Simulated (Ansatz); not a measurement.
## Al2Cu: 5 runs along one coordinate

System: Al2Cu (I4/mcm, 6 atoms in the cell).
Method: DFT PBE, scalar-relativistic, plane waves, PAW, PAW set soft_1, no spin polarisation (Ansatz 0.2.0).

The 5 runs differ only in the geometry, by a strain of the cell at fixed fractional positions. Against run 3, the strain is εxx = η, εyy = η and εzz = −0.48 η. The structure derives from an entry of the Crystallography Open Database.

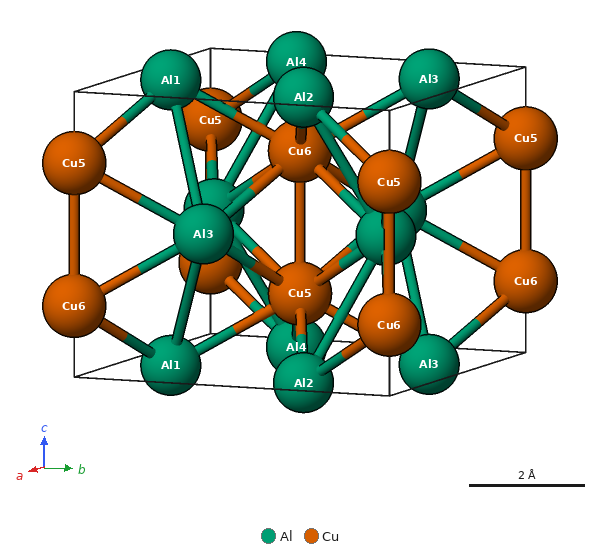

Figure 1. The structure of run 3 (ball-and-stick view of the cell 2 times as large as that of the calculation, set on its symmetry axes, seen slightly off an axis; atoms are numbered from 1 in the order of the input).

## Input of run 3
```yaml
crystal:
  lattice:
    - [-2.9959, 2.9959, 2.5145]
    - [2.9959, -2.9959, 2.5145]
    - [2.9959, 2.9959, -2.5145]
  atoms:
    - { symbol: Al, position: [0.1587211657, 0.6587211657, 0.8174423314] }
    - { symbol: Al, position: [0.6587211657, 0.8412788343, 0.5] }
    - { symbol: Al, position: [0.8412788343, 0.3412788343, 0.1825576686] }
    - { symbol: Al, position: [0.3412788343, 0.1587211657, 0.5] }
    - { symbol: Cu, position: [0.75, 0.75, 0.0] }
    - { symbol: Cu, position: [0.25, 0.25, 0.0] }
basis:
  ecutwfc: 520.0
kpoints:
  mp_grid: { grid: [10, 10, 10] }
hamiltonian:
  xc: pbe
  pseudopotentials: { kind: paw, azcp: { folder: soft_1 } }
scf:
  occupations: { method: gaussian, width: 0.15 }
output:
  forces: true
  stress: true
  eigenvalues: true
```

Command:
```bash
ansatz run input.yaml --threads 4 --pin off --max-ram 8192MiB --backend cpu --events-out ev --progress --plain --runs-dir out
```

Lattice vectors (Å) and fractional positions of run 3:
```
  -2.995900    2.995900    2.514500
   2.995900   -2.995900    2.514500
   2.995900    2.995900   -2.514500
Al  0.158721  0.658721  0.817442
Al  0.658721  0.841279  0.500000
Al  0.841279  0.341279  0.182558
Al  0.341279  0.158721  0.500000
Cu  0.750000  0.750000  0.000000
Cu  0.250000  0.250000  0.000000
```

Run 4 differs from it as follows:
```diff
-    - [-2.9959, 2.9959, 2.5145]
-    - [2.9959, -2.9959, 2.5145]
-    - [2.9959, 2.9959, -2.5145]
+    - [-3.11695, 3.11695, 2.4657]
+    - [3.11695, -3.11695, 2.4657]
+    - [3.11695, 3.11695, -2.4657]
```

## Results, with one run withheld

| run | strain parameter η (%) | free energy per atom, from the lowest run given (meV) | pressure (GPa) |
| --- | --- | --- | --- |
| 1 | −4.0407 | 45.75 | 7.07 |
| 2 | −2.0213 | 14.67 | 2.80 |
| 3 | 0.0000 | 0.00 | −0.74 |
| 4 | 4.0403 | ? | ? |
| 5 | 6.0599 | 42.94 | −7.67 |

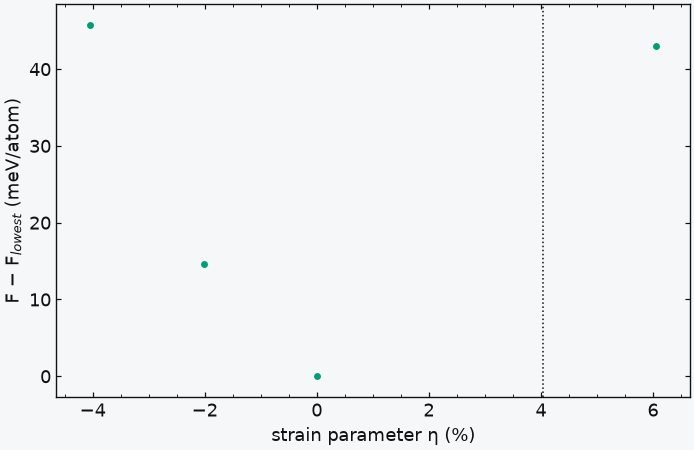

Figure 2. Free energy per atom of the runs given; the dotted line marks run 4.

Estimate the energy of run 4 from the others.

A quadratic polynomial in the coordinate, fitted to the 4 runs given, misses them by at most 0.48 meV per atom. With x = η + 0.0005, it reads F = −0.31978 − 3.9557 x + 1.8314 x² (meV per atom). At run 4 it gives 13.60 meV per atom, and the run itself gives 15.97. The fit has its minimum at η = 1.0795 %. So low a polynomial doesn't follow these energies more closely.

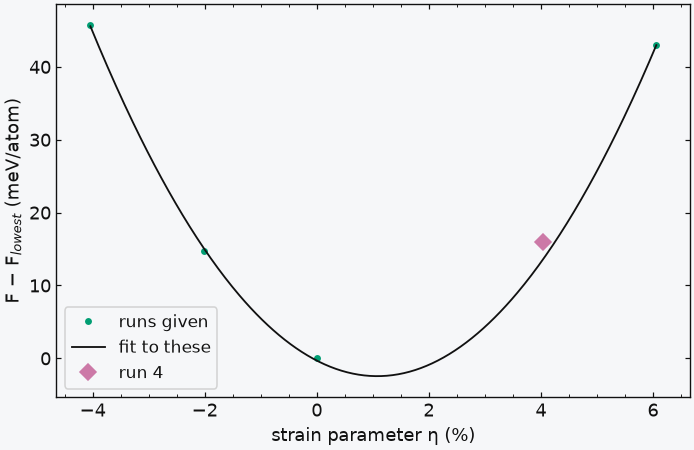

Figure 3. The fit and the withheld run.

## Output, shortened to warnings, some set-up lines, iterations and results (run 4)
```
Basis set: ecut = 520 eV, 2565 PW (Γ), exchange–correlation on 80×80×80 points (8 copies of the dense FFT grid, shifted against one another)
Symmetry: 16 space group operations
k-points: 102 of 1000
Initial density: superposition of atomic densities (chi_scale 0.1, normalization cell, long waves kept (reshape's long-wave potential 0.00 eV rms))
[...]
SCF iter   1: F=—  HF=-15408.199792 eV  |F-HF|=—  |Δ(HF+E_count)|=         —  Δρ=3.41e-1  dr2=8.45e1  ethr=3.10e-3  ⟨swp⟩=7.9  Hψ=15417  notcnv=0
SCF iter   2: F=—  HF=-15402.613783 eV  |F-HF|=—  |Δ(HF+E_count)|=    5.59e0  Δρ=1.10e-1  dr2=1.12e1  ethr=3.10e-3  ⟨swp⟩=2.6  Hψ=7131  notcnv=0  defer=109
SCF iter   3: F=—  HF=-15401.565188 eV  |F-HF|=—  |Δ(HF+E_count)|=    1.05e0  Δρ=5.12e-2  dr2=2.83e0  ethr=3.10e-3  ⟨swp⟩=2.1  Hψ=4436  notcnv=0  defer=105
SCF iter   4: F=—  HF=-15401.290251 eV  |F-HF|=—  |Δ(HF+E_count)|=   2.75e-1  Δρ=1.57e-2  dr2=3.90e-1  ethr=3.10e-3  ⟨swp⟩=2.2  Hψ=4642  notcnv=0  defer=105
SCF iter   5: F=—  HF=-15401.236332 eV  |F-HF|=—  |Δ(HF+E_count)|=   5.39e-2  Δρ=1.97e-3  dr2=3.04e-3  ethr=7.80e-4  ⟨swp⟩=2.3  Hψ=5490  notcnv=0  defer=107
SCF iter   6: F=—  HF=-15401.239367 eV  |F-HF|=—  |Δ(HF+E_count)|=   3.03e-3  Δρ=8.12e-4  dr2=1.13e-3  ethr=6.07e-6  ⟨swp⟩=2.0  Hψ=5625  notcnv=0  defer=107
SCF iter   7: F=—  HF=-15401.239097 eV  |F-HF|=—  |Δ(HF+E_count)|=   2.70e-4  Δρ=1.40e-4  dr2=2.29e-5  ethr=2.26e-6  ⟨swp⟩=2.1  Hψ=4456  notcnv=0  defer=107
SCF iter   8: F=—  HF=-15401.239080 eV  |F-HF|=—  |Δ(HF+E_count)|=   1.68e-5  Δρ=2.32e-5  dr2=4.06e-7  ethr=4.57e-8  ⟨swp⟩=2.0  Hψ=5612  notcnv=0  defer=107
SCF iter   9: F=-15401.239085 eV  HF=-15401.239085 eV  |F-HF|=2.06e-8  |Δ(HF+E_count)|=   4.84e-6  Δρ=3.58e-6  dr2=1.44e-8  ethr=2.00e-10  ⟨swp⟩=9.8  Hψ=14829  notcnv=0
SCF 1 converged in 9 iterations: F = -15401.239085 eV  dr2 = 1.44e-8
SCF converged after 9 iterations
Free energy (F): -15401.239085 eV
Harris-Foulkes:  -15401.239085 eV  (|F-HF|=2.06e-8)
Internal energy: -15401.216331 eV  (E = F + TS)
E sigma→0 (E₀):  -15401.227708 eV
Entropy (-TS):   -0.022754 eV (-3.792 meV/atom)
Fermi energy:    9.354717 eV
--- Per-component energies (eV) ---
  E_band       = -969.868697
  E_kinetic    = 608.731562
  E_local      = -13578.428893  (includes V_loc(G=0)·N_el)
  E_nonlocal   = 1809.371700
  E_hartree    = 5984.613260
  E_xc         = -287.591509
  E_vxc        = -293.417446  (∫ρ·V_xc dr)
  E_paw        = -5500.809118  (= ΣΔE_a)
  E_vpaw       = -1485.348758  (= ΣTr[D̂ρ^β])
  E_aug_tail   = 0.000735  (compensation charges beyond the density's cutoff)
  E_ewald      = -4437.104067
  E_smearing   = -0.022754  (= −TS)
  E_closure    = 0.000000  (closes the sum)
  Σ components = -15401.239085   (vs F -15401.239085, Δ=0.00e0)
--- Forces (eV/Å), atoms counted from 1 ---
  atom   1  Al    -0.00846282    -0.00846282     0.00000000
  atom   2  Al     0.00846282    -0.00846282     0.00000000
  atom   3  Al     0.00846282     0.00846282     0.00000000
  atom   4  Al    -0.00846282     0.00846282     0.00000000
  atom   5  Cu     0.00000000     0.00000000     0.00000000
  atom   6  Cu    -0.00000000     0.00000000     0.00000000
  max |Σ_I F_I| component: 3.04e-17 eV/Å
--- Stress (GPa, compression-positive) ---
       -6.595105       0.000000      -0.000000
        0.000000      -6.595105      -0.000000
       -0.000000      -0.000000      -4.443694
  P = ⅓ Tr σ = -5.8780 GPa (-58.780 kbar)
```
